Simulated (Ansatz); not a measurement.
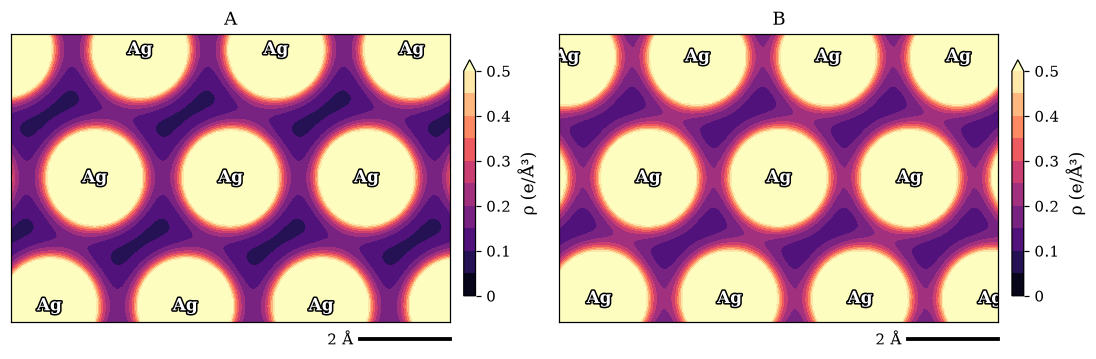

Ag. The valence electron density of two cells that differ in size and shape, on the (11̄0) plane of each (indices in the axes of the calculation cell), at one length scale and on one colour scale: A has 21.0 Å³ an atom and B 18.6.

A structure from a database of computed crystals, not necessarily the ambient phase; computed without spin polarisation.

Method: DFT PBEsol, scalar-relativistic, plane waves, PAW (Ansatz 0.2.0).

Core electrons are frozen (PAW), and the valence fields are smoothed inside the atomic spheres.

The larger cell:

```xyz
1
Lattice="-1.7384 1.7384 1.7384 1.7384 -1.7384 1.7384 1.7384 1.7384 -1.7384" Properties=species:S:1:pos:R:3 pbc="T T T"
Ag    0.0000    0.0000    0.0000
```

The smaller cell: a = 2.892 Å, b = 2.892 Å, c = 2.892 Å, α = 108.15°, β = 108.15°, γ = 112.15°.

### What does the compression do to the bonding and the properties?

From the larger cell to the smaller, Ag–Ag goes from 3.01 to 2.89 Å, and the density at its midpoint from 0.17 to 0.21 e/Å³; the pressure goes from −14 to −9 GPa.
